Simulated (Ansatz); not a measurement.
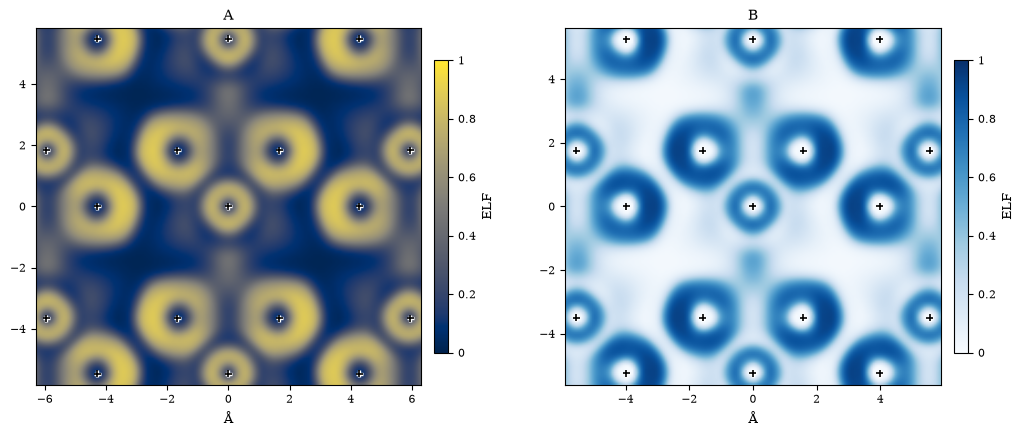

The electron localisation function of 2 systems, each on a plane through atoms (crosses mark nuclei in the plane).

These are results of Ansatz, DFT, LDA, PAW with Ansatz's default frozen-core files, scalar-relativistic; relaxation of cell and atoms, not measurements.

System 1: WS₂, the (110) plane of the conventional cell. Space group P6₃/mmc; computed pressure about 15 GPa in this cell.

System 2: MoSe₂, the (110) plane of the conventional cell. Space group P6₃/mmc; computed pressure about 10 GPa in this cell; computed without spin polarisation.

```yaml
crystal:
  lattice:
    - [3.16222, 0.00000, 0.00000]
    - [-1.58111, 2.73856, 0.00000]
    - [0.00000, 0.00000, 11.89264]
  atoms:
    - { symbol: Mo, position: [0.33333, 0.66667, 0.25000] }
    - { symbol: Mo, position: [0.66667, 0.33333, 0.75000] }
    - { symbol: Se, position: [0.33333, 0.66667, 0.60980] }
    - { symbol: Se, position: [0.66667, 0.33333, 0.10980] }
    - { symbol: Se, position: [0.33333, 0.66667, 0.89020] }
    - { symbol: Se, position: [0.66667, 0.33333, 0.39020] }
```

Match each panel to its system.

Answer. Panel A is system 2, MoSe₂: the plane holds Mo and Se. Mo–Se (2.47 Å): the ELF is about 0.45 at the midpoint. Panel B is system 1, WS₂: the plane holds W and S. W–S (2.35 Å): the ELF peaks at about 0.85 in the valence shell of S, 0.8 Å from its nucleus, and is about 0.45 at the midpoint.
